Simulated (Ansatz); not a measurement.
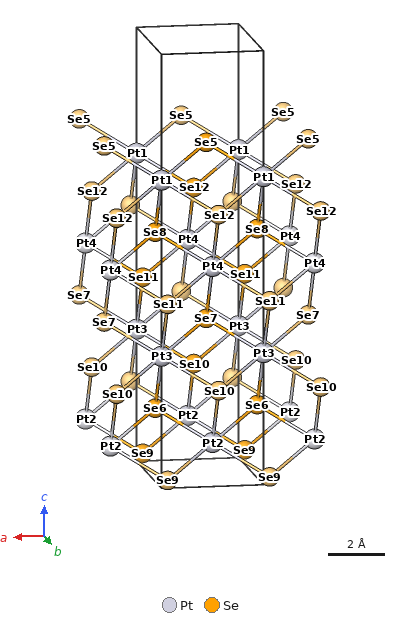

**Figure 1.** The structure (ball-and-stick view of the cell of the calculation, seen at an oblique angle; neighbours outside the cell are drawn fainter; atoms are numbered from 1 in the order of the input). An atom can appear more than once, as a periodic image. Near neighbours in the periodic cell (some may lie outside the picture): Pt has 5 Se at 2.49 Å; Pt has 6 Se at 2.49 Å; Se has 2 Pt at 2.49 Å; Se has 3 Pt at 2.49 Å.

**PtSe2: a changed input and its effect**

System: PtSe2 (P2₁/m, 12 atoms in the cell).
Method of run 1: DFT PBEsol, scalar-relativistic, plane waves, PAW, no spin polarisation (Ansatz 0.2.0).

The structure derives from an entry of the Crystallography Open Database. Text and figures count atoms from 1; the logs count them from 0 in places.

Input, run 1:
```yaml
crystal:
  lattice:
    - [1.8620003023, -3.2250791273, 0.0]
    - [0.0, 0.0, -5.062]
    - [13.7700780252, 7.9501582546, 0.0]
  atoms:
    - { symbol: Pt, position: [0.0, 0.0, 0.7099089467] }
    - { symbol: Pt, position: [0.5, 0.0, 0.1014155638] }
    - { symbol: Pt, position: [0.0, 0.0, 0.3042466915] }
    - { symbol: Pt, position: [0.5, 0.0, 0.5070778191] }
    - { symbol: Se, position: [0.5, 0.75, 0.7775193226] }
    - { symbol: Se, position: [0.0, 0.75, 0.1690259397] }
    - { symbol: Se, position: [0.5, 0.75, 0.3718570673] }
    - { symbol: Se, position: [0.0, 0.75, 0.5746881949] }
    - { symbol: Se, position: [0.0, 0.25, 0.033805188] }
    - { symbol: Se, position: [0.5, 0.25, 0.2366363156] }
    - { symbol: Se, position: [0.0, 0.25, 0.4394674432] }
    - { symbol: Se, position: [0.5, 0.25, 0.6422985709] }
basis:
  ecutwfc: 420
kpoints:
  mp_grid: { grid: [13, 9, 4] }
hamiltonian:
  xc: pbesol
scf:
  occupations: { method: gaussian, width: 0.15 }
output:
  forces: true
  stress: true
  eigenvalues: true
  write_density: true
  write_potential: true
  elf: true
  volumetric_format: npy
```

Launched with:
```bash
ansatz run input.yaml --threads 2 --pin off --max-ram 5120MiB --backend cpu --events-out ev --progress --plain --runs-dir out
```

Hardware: 2 threads of Arm Neoverse V1, 24 GiB of memory available, shared host.

Output, shortened to warnings, some set-up lines, iterations and results (run 1):
```
Basis set: ecut = 420 eV, 5901 PW (Γ), exchange–correlation on 50×72×216 points (8 copies of the dense FFT grid, shifted against one another)
Symmetry: 4 space group operations
k-points: 133 of 468
Initial density: superposition of atomic densities (neutral atoms: chi_scale 0, normalization atom), corrected by the library's trained network
[...]
SCF iter   1: F=—  HF=-92931.490110 eV  |F-HF|=—  |Δ(HF+E_count)|=         —  Δρ=4.50e-3  dr2=1.62e-1  ethr=1.77e-3  ⟨swp⟩=5.3  Hψ=54956  notcnv=0  defer=495
SCF iter   2: F=—  HF=-92931.486352 eV  |F-HF|=—  |Δ(HF+E_count)|=   3.76e-3  Δρ=2.83e-3  dr2=8.02e-2  ethr=8.08e-5  ⟨swp⟩=3.0  Hψ=32061  notcnv=0  defer=614
SCF iter   3: F=—  HF=-92931.474163 eV  |F-HF|=—  |Δ(HF+E_count)|=   1.22e-2  Δρ=4.64e-4  dr2=1.34e-3  ethr=4.01e-5  ⟨swp⟩=2.0  Hψ=19226  notcnv=0  defer=614
SCF iter   4: F=—  HF=-92931.473944 eV  |F-HF|=—  |Δ(HF+E_count)|=   2.19e-4  Δρ=1.28e-4  dr2=7.87e-5  ethr=6.71e-7  ⟨swp⟩=2.0  Hψ=25551  notcnv=0  defer=614
SCF iter   5: F=—  HF=-92931.473903 eV  |F-HF|=—  |Δ(HF+E_count)|=   4.17e-5  Δρ=3.45e-5  dr2=3.67e-6  ethr=3.93e-8  ⟨swp⟩=2.0  Hψ=21067  notcnv=0  defer=612
SCF iter   6: F=—  HF=-92931.473904 eV  |F-HF|=—  |Δ(HF+E_count)|=   1.60e-6  Δρ=9.86e-6  dr2=3.63e-7  ethr=1.84e-9  ⟨swp⟩=2.0  Hψ=19687  notcnv=0  defer=612
SCF iter   7: F=-92931.473904 eV  HF=-92931.473904 eV  |F-HF|=2.24e-8  |Δ(HF+E_count)|=   1.32e-7  Δρ=3.31e-6  dr2=4.89e-8  ethr=5.00e-11  ⟨swp⟩=17.2  Hψ=120349  notcnv=0
SCF 1 converged in 7 iterations: F = -92931.473904 eV  dr2 = 4.89e-8
SCF converged after 7 iterations
Free energy (F): -92931.473904 eV
Harris-Foulkes:  -92931.473904 eV  (|F-HF|=2.24e-8)
Internal energy: -92931.434541 eV  (E = F + TS)
E sigma→0 (E₀):  -92931.454222 eV
Entropy (-TS):   -0.039364 eV (-3.280 meV/atom)
Fermi energy:    9.255786 eV
--- Per-component energies (eV) ---
  E_band       = -4541.413305
  E_kinetic    = 3492.407650
  E_local      = -46037.655714  (includes V_loc(G=0)·N_el)
  E_nonlocal   = -3921.005624
  E_hartree    = 21675.158160
  E_xc         = -1863.674760
  E_vxc        = -1988.686269  (∫ρ·V_xc dr)
  E_paw        = -52215.626224  (= ΣΔE_a)
  E_vpaw       = 563.202041  (= ΣTr[D̂ρ^β])
  E_aug_tail   = -0.004025  (compensation charges beyond the density's cutoff)
  E_ewald      = -14070.249532
  E_core_change = 9.215528  (= ΣΔE_core)
  E_smearing   = -0.039364  (= −TS)
  E_closure    = -0.000000  (closes the sum)
  Σ components = -92931.473904   (vs F -92931.473904, Δ=0.00e0)
--- Forces (eV/Å), atoms counted from 1 ---
  atom   1  Pt    -0.09700906    -0.05600821     0.90347196
  atom   2  Pt     0.09700906     0.05600821    -0.90347196
  atom   3  Pt    -0.10218759    -0.05899803    -0.27548482
  atom   4  Pt     0.10218759     0.05899803     0.27548482
  atom   5  Se    -0.42689609    -0.24646857    -0.67726628
  atom   6  Se    -0.57381003    -0.33128938     0.39265744
  atom   7  Se    -0.40007322    -0.23098238     0.48966639
  atom   8  Se     0.13075917     0.07549384     0.05007420
  atom   9  Se     0.42689609     0.24646857     0.67726628
  atom  10  Se    -0.13075917    -0.07549384    -0.05007420
  atom  11  Se     0.40007322     0.23098238    -0.48966639
  atom  12  Se     0.57381003     0.33128938    -0.39265744
  max |Σ_I F_I| component: 1.11e-16 eV/Å
--- Stress (GPa, compression-positive) ---
       -0.807709       0.666135      -0.721524
        0.666135      -1.576895      -0.416572
       -0.721523      -0.416571      -1.514119
  P = ⅓ Tr σ = -1.2996 GPa (-12.996 kbar)
```

For run 2 the input was changed thus:
```diff
-    - [13.7700780252, 7.9501582546, 0.0]
+    - [15.0691161308, 8.7001582546, 0.0]
-    - { symbol: Pt, position: [0.0, 0.0, 0.7099089467] }
-    - { symbol: Pt, position: [0.5, 0.0, 0.1014155638] }
-    - { symbol: Pt, position: [0.0, 0.0, 0.3042466915] }
-    - { symbol: Pt, position: [0.5, 0.0, 0.5070778191] }
-    - { symbol: Se, position: [0.5, 0.75, 0.7775193226] }
-    - { symbol: Se, position: [0.0, 0.75, 0.1690259397] }
-    - { symbol: Se, position: [0.5, 0.75, 0.3718570673] }
-    - { symbol: Se, position: [0.0, 0.75, 0.5746881949] }
-    - { symbol: Se, position: [0.0, 0.25, 0.033805188] }
-    - { symbol: Se, position: [0.5, 0.25, 0.2366363156] }
-    - { symbol: Se, position: [0.0, 0.25, 0.4394674432] }
-    - { symbol: Se, position: [0.5, 0.25, 0.6422985709] }
+    - { symbol: Pt, position: [0.0, 0.0, 0.6487110128] }
+    - { symbol: Pt, position: [0.5, 0.0, 0.0926730018] }
+    - { symbol: Pt, position: [0.0, 0.0, 0.2780190055] }
+    - { symbol: Pt, position: [0.5, 0.0, 0.4633650091] }
+    - { symbol: Se, position: [0.5, 0.75, 0.710493014] }
+    - { symbol: Se, position: [0.0, 0.75, 0.154455003] }
+    - { symbol: Se, position: [0.5, 0.75, 0.3398010067] }
+    - { symbol: Se, position: [0.0, 0.75, 0.5251470103] }
+    - { symbol: Se, position: [0.0, 0.25, 0.0308910006] }
+    - { symbol: Se, position: [0.5, 0.25, 0.2162370043] }
+    - { symbol: Se, position: [0.0, 0.25, 0.4015830079] }
+    - { symbol: Se, position: [0.5, 0.25, 0.5869290116] }
```

How does run 2 compare with run 1?

With the same functional and potentials, run 2 lies 1.5 meV per atom higher. The volume per atom goes from 24.98 to 27.33 Å³. The number of SCF iterations is the same. The plane waves at Γ go from 5901 to 6423.

Output, shortened to warnings, some set-up lines, iterations and results (run 2):
```
WARN: The output density's exchange-correlation potential varies sharply where the density is thin. Do not read a vacuum level from v_tot or v_xc, or from such a field of the output density. On a cell that repeats whose density bears no net charge and no dipole along the vacuum's axis use v_es (v_loc + v_h of the components); under efield.dipole_correction with no amplitude use v_es + v_field, …
Basis set: ecut = 420 eV, 6423 PW (Γ), exchange–correlation on 50×72×240 points (8 copies of the dense FFT grid, shifted against one another)
Symmetry: 4 space group operations
k-points: 133 of 468
Initial density: superposition of atomic densities (neutral atoms: chi_scale 0, normalization atom), corrected by the library's trained network
[...]
SCF iter   1: F=—  HF=-92931.473915 eV  |F-HF|=—  |Δ(HF+E_count)|=         —  Δρ=4.28e-3  dr2=1.61e-1  ethr=1.77e-3  ⟨swp⟩=6.1  Hψ=57076  notcnv=0  defer=392
SCF iter   2: F=—  HF=-92931.468484 eV  |F-HF|=—  |Δ(HF+E_count)|=   5.43e-3  Δρ=2.72e-3  dr2=8.31e-2  ethr=8.05e-5  ⟨swp⟩=3.0  Hψ=35507  notcnv=0  defer=993
SCF iter   3: F=—  HF=-92931.456093 eV  |F-HF|=—  |Δ(HF+E_count)|=   1.24e-2  Δρ=4.31e-4  dr2=1.32e-3  ethr=4.15e-5  ⟨swp⟩=2.0  Hψ=19186  notcnv=0  defer=993
SCF iter   4: F=—  HF=-92931.455972 eV  |F-HF|=—  |Δ(HF+E_count)|=   1.22e-4  Δρ=1.25e-4  dr2=8.15e-5  ethr=6.62e-7  ⟨swp⟩=2.1  Hψ=22073  notcnv=0  defer=993
SCF iter   5: F=—  HF=-92931.455704 eV  |F-HF|=—  |Δ(HF+E_count)|=   2.68e-4  Δρ=3.30e-5  dr2=3.55e-6  ethr=4.07e-8  ⟨swp⟩=2.4  Hψ=24751  notcnv=0  defer=990
SCF iter   6: F=—  HF=-92931.455706 eV  |F-HF|=—  |Δ(HF+E_count)|=   1.97e-6  Δρ=1.04e-5  dr2=4.11e-7  ethr=1.77e-9  ⟨swp⟩=2.0  Hψ=19831  notcnv=0  defer=990
SCF iter   7: F=-92931.455706 eV  HF=-92931.455706 eV  |F-HF|=1.65e-8  |Δ(HF+E_count)|=   9.93e-8  Δρ=3.35e-6  dr2=5.20e-8  ethr=5.00e-11  ⟨swp⟩=18.3  Hψ=123934  notcnv=0
SCF 1 converged in 7 iterations: F = -92931.455706 eV  dr2 = 5.20e-8
  Residual-converged pass: ⟨swp⟩=1.0  Hψ=16496  notcnv=0  max |occ|·‖R‖ = 7.1e-9 eV (tolerance 1.0e-8 eV)  dr2=5.20e-8  dr2_onsite=1.55e-9  max |Δocc| = 1.5e-11
WARN: The output density's exchange-correlation potential varies sharply where the density is thin. Do not read a vacuum level from v_tot or v_xc, or from such a field of the output density. On a cell that repeats whose density bears no net charge and no dipole along the vacuum's axis use v_es …
SCF converged after 7 iterations
Free energy (F): -92931.455706 eV
Harris-Foulkes:  -92931.455706 eV  (|F-HF|=1.65e-8)
Internal energy: -92931.416595 eV  (E = F + TS)
E sigma→0 (E₀):  -92931.436150 eV
Entropy (-TS):   -0.039111 eV (-3.259 meV/atom)
[...]
```

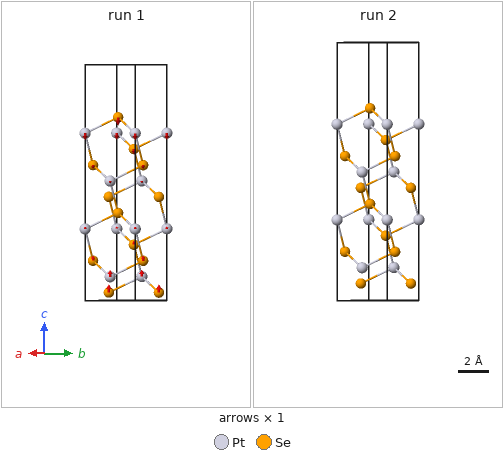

**Figure 2.** The two input geometries at one scale (ball-and-stick view of the cell of the calculation, set on other vectors, seen at an oblique angle). The red arrows on the first give the shifts of the atoms relative to the cell, with their mean removed, at true length. The largest moves relative to the cell, 0.56 Å, are those of Se atoms. Largest moves by element: Se 0.56 Å, Pt 0.46 Å. (The mean shift of all atoms is removed.) The volume changes by +9.4 %, with a stays at 5.062 Å, b stays at 3.724 Å, c 15.900 → 17.400 Å (+9.4 %).

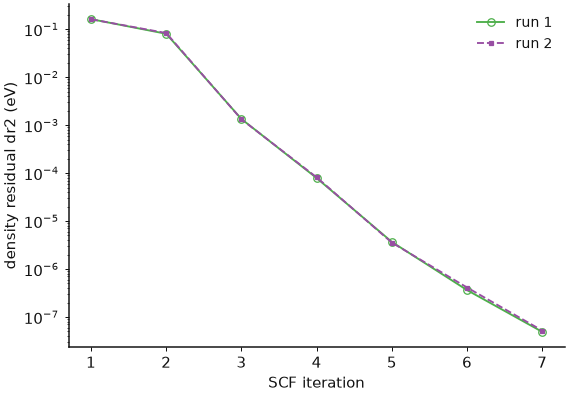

**Figure 3.** Convergence of the two runs: density residual dr2 against the SCF iteration. Run 1 takes 7 iterations in all, and run 2 takes 7.

The two runs side by side:

| quantity | run 1 | run 2 |
| --- | --- | --- |
| outcome | converged | converged |
| free energy per atom (eV) | −7744.2895 | −7744.2880 |
| energy per atom, smearing taken to zero (eV) | −7744.2879 | −7744.2863 |
| gap on the mesh (eV) | 0.00 | 0.00 |
| pressure (GPa) | −1.30 | −1.16 |
| volume per atom (Å³) | 24.98 | 27.33 |
| largest force (eV/Å) | 0.910 | 0.916 |
| SCF iterations | 7 | 7 |
| irreducible k-points | 133 | 133 |
| plane waves at Γ | 5901 | 6423 |
| wall time (shared host) | 3.4 min | 4.3 min |

For both runs: Spin–orbit coupling is left out, which matters for Pt. For run 2: Warnings: the exchange-correlation potential is rough where the density is thin.
